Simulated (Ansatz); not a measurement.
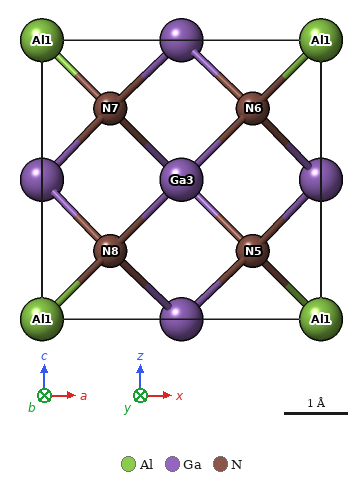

A crystal of AlGa3N4 (P-43m): the cell is strained along x and oppositely along y, with the atoms kept at their fractional coordinates. x, y and z are the Cartesian axes of the input. The picture shows the reference cell. A ball-and-stick model of the cell of the calculation, seen along the b axis.

Level of theory: DFT r2SCAN, scalar-relativistic, plane waves, PAW in Ansatz. Settings: plane-wave cutoff 500 eV; k-point mesh 6 × 6 × 6; occupations gaussian; smearing width 0.05 eV; no spin polarisation. Energies (free energies at the smearing named) are counted from the relaxed crystal.

Input
```yaml
crystal:
  lattice:
    - [4.4653444522, 0.0, 0.0]
    - [0.0, 4.4653444522, 0.0]
    - [0.0, 0.0, 4.4653444522]
  atoms:
    - { symbol: Al, position: [0.0, 0.0, 0.0] }
    - { symbol: Ga, position: [0.5, 0.5, 0.0] }
    - { symbol: Ga, position: [0.5, 0.0, 0.5] }
    - { symbol: Ga, position: [0.0, 0.5, 0.5] }
    - { symbol: "N", position: [0.7553510553, 0.7553510553, 0.2446489447] }
    - { symbol: "N", position: [0.7553510553, 0.2446489447, 0.7553510553] }
    - { symbol: "N", position: [0.2446489447, 0.7553510553, 0.7553510553] }
    - { symbol: "N", position: [0.2446489447, 0.2446489447, 0.2446489447] }
basis:
  ecutwfc: 500
kpoints:
  mp_grid: { grid: [6, 6, 6] }
hamiltonian:
  xc: r2scan
scf:
  occupations: { method: gaussian, width: 0.05 }
output:
  forces: true
  stress: true
  eigenvalues: true
  write_density: true
  write_potential: true
  elf: true
  volumetric_format: npy
```

Command:
```bash
ansatz run input.yaml --threads 2 --pin off --max-ram 5120MiB --backend cpu --events-out ev --progress --plain --runs-dir out
```

### Predict the energy profile (the strain: −0.1500, −0.1125, −0.0750, −0.0375, 0.0000, 0.0187, 0.0375, 0.0562, 0.0750, 0.0937, 0.1125, 0.1312, 0.1500).

```csv
strain,energy change (meV/atom)
−0.1500,220.6
−0.1125,121.9
−0.0750,53.5
−0.0375,13.3
0.0000,0.0
0.0187,3.3
0.0375,13.3
0.0562,29.9
0.0750,53.5
0.0937,84.0
0.1125,121.9
0.1312,167.2
0.1500,220.6
```

Points that are alike by symmetry were computed once.

Of the computed points the lowest is at the strain 0.00, 0.0 meV/atom. The distortion takes the space group from P-43m to P222. At the strain −0.15 the cell of the drawing goes a 4.465 → 3.796 Å, b 4.465 → 5.135 Å.

As a plot (hollow markers are points alike by symmetry):

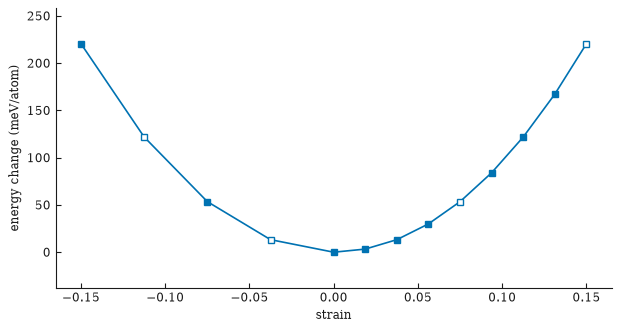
